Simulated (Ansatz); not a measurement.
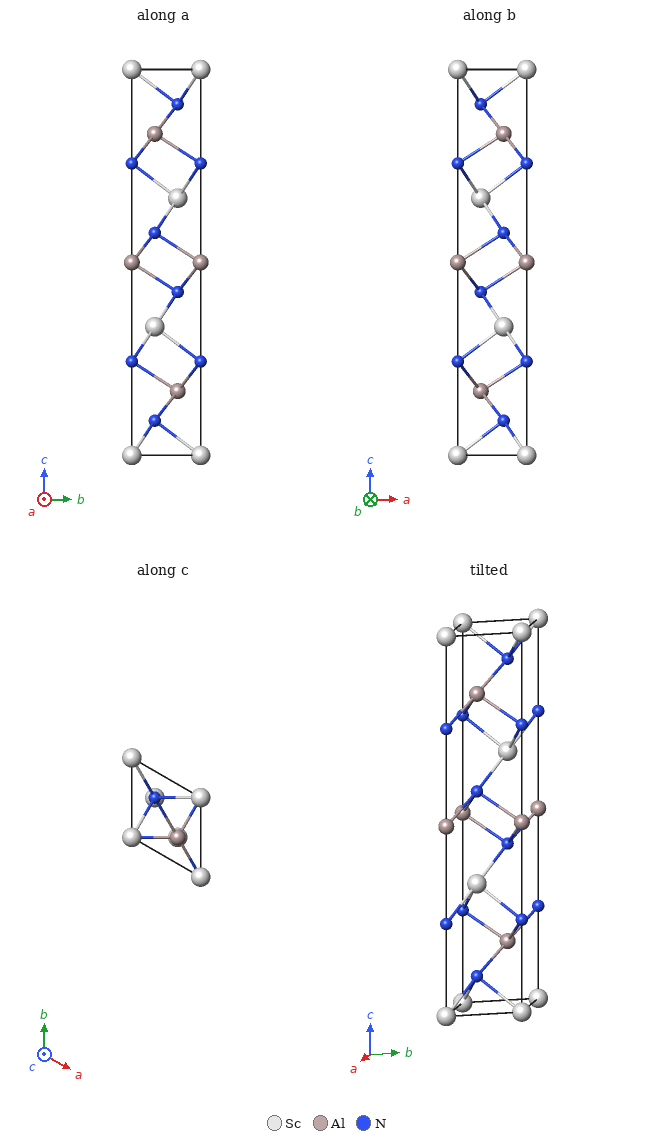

The crystal in a ball-and-stick representation, seen along the a axis, along the b axis, along the c axis and slightly off an axis. Atoms at the boundary of the conventional unit cell (the box) are drawn once for each face, edge or corner they touch.

Lattice parameters: a = 2.985 Å, b = 2.985 Å, c = 14.496 Å, α = 90.00°, β = 90.00°, γ = 120.00°.

### Reconstruct the structure as a table of Wyckoff sites, with free fractional coordinates to two decimals.

Space group R-3m:H (No. 166).
```
atom  site       x       y       z
  Sc    3a    0.00    0.00    0.00
  Al    3b  0.3333  0.6667  0.1667
   N    6c    0.00    0.00    0.24
```

It goes back to a structure type filled with these elements by a generator (whether the compound takes this form wasn't checked). Earlier steps of the study may have refined or changed the cell and positions. It was run through Ansatz as a DFT input.
